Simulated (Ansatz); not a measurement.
Take the following structure.

```
CELL_PARAMETERS angstrom
2.46635 0.00000 0.00000
-1.23318 8.78509 0.00000
0.00000 0.00000 26.04977
ATOMIC_POSITIONS crystal
C 0.03941 0.07882 0.28791
C 0.54926 0.09852 0.31442
C 0.56896 0.13793 0.36744
C 0.07882 0.15763 0.39396
C 0.09852 0.19704 0.44698
C 0.60837 0.21675 0.47349
C 0.62808 0.25615 0.52651
C 0.13793 0.27586 0.55302
C 0.15763 0.31527 0.60604
C 0.66748 0.33497 0.63256
C 0.68719 0.37438 0.68558
C 0.19704 0.39408 0.71209
```

Q: Give a crystallographic description of this input.

A: The element is carbon. The cell holds twelve atoms. Within bonding distance, the neighbour counts come to C 2 to 3 (mean 2.8). The bonds build C chains along [100].

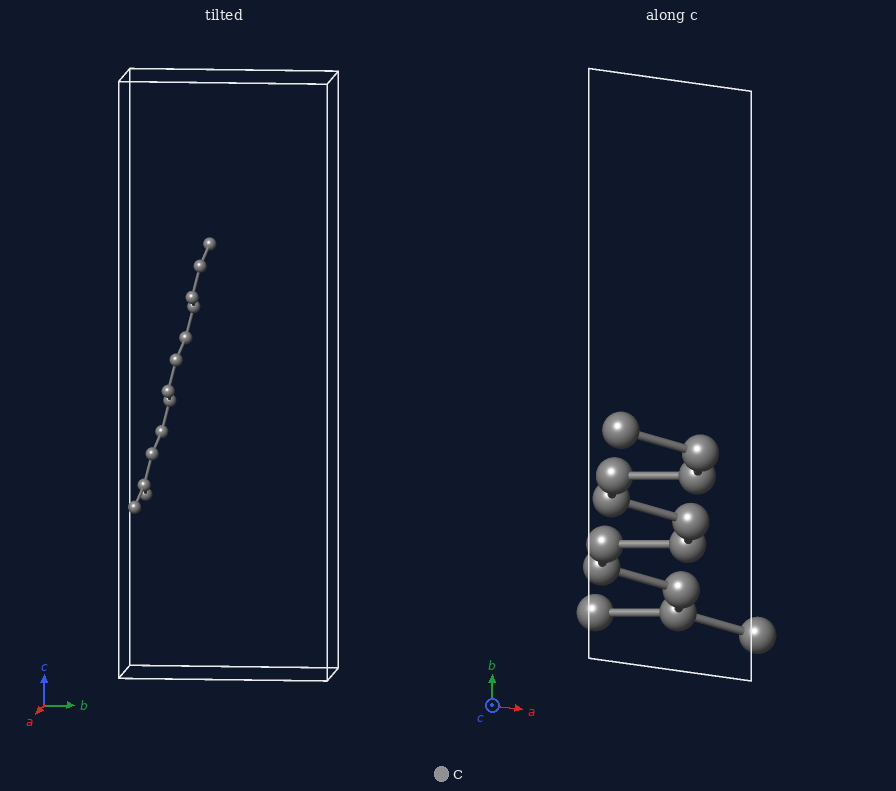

A ball-and-stick rendering, viewed slightly off an axis and along the c axis. Thin lines show the simulation cell, with boundary atoms drawn in all their periodic places.

It goes back to a structure listed in the Materials Project, from which a slab was cut. Earlier steps of the study, as a rule a relaxation of our own, may have changed the cell and positions, so they can lie some per cent off the listed ones. A calculation with Ansatz used it as input.

At this level of theory the run's own cell isn't at rest (forces up to 2.7 eV/Å), so its distances can differ from those at equilibrium, the more so the softer the solid.
